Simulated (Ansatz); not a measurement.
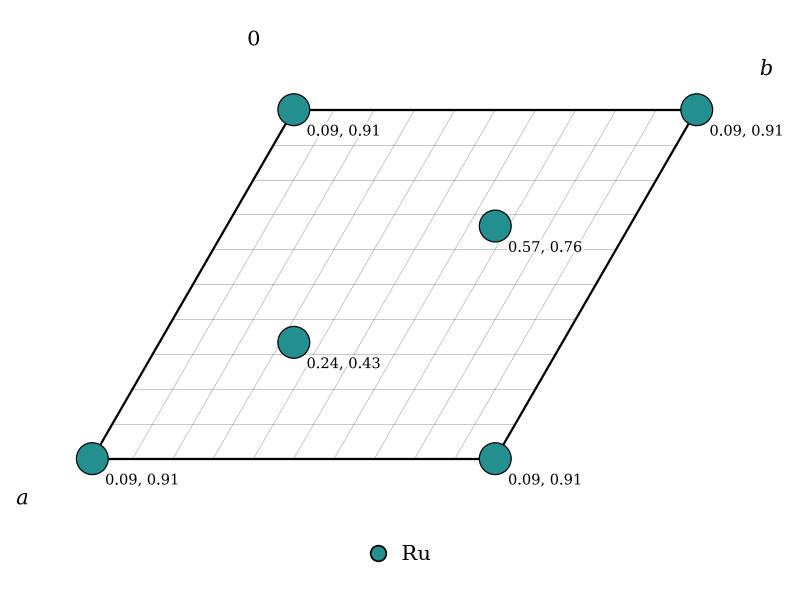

Plan of a unit cell projected along c (a down the page, b across); the numbers are heights as fractions of c, and atoms on the cell's edges are repeated. The grid marks tenths of a and b. Source: coordinates from a relaxation with DFT PBE, scalar-relativistic, plane waves, PAW (Ansatz); the starting structure was generated, so it need not be a known form of this composition. All values are computed from the atomic coordinates in the standard setting (tolerance 0.002 Å).

a = 2.704 Å, b = 2.704 Å, c = 13.826 Å, α = 90.00°, β = 90.00°, γ = 120.00°.

What does the cell contain?

6 Ru: Ru, Z = 6.

Which space group?

R-3m, No. 166, hexagonal axes, rhombohedral (trigonal, hexagonal axes).

Give the independent sites, coordinates to two places.

```json
{"atom": "Ru", "site": "6c", "symmetry": "3m", "x": "0.33", "y": "0.67", "z": "0.76"}
```
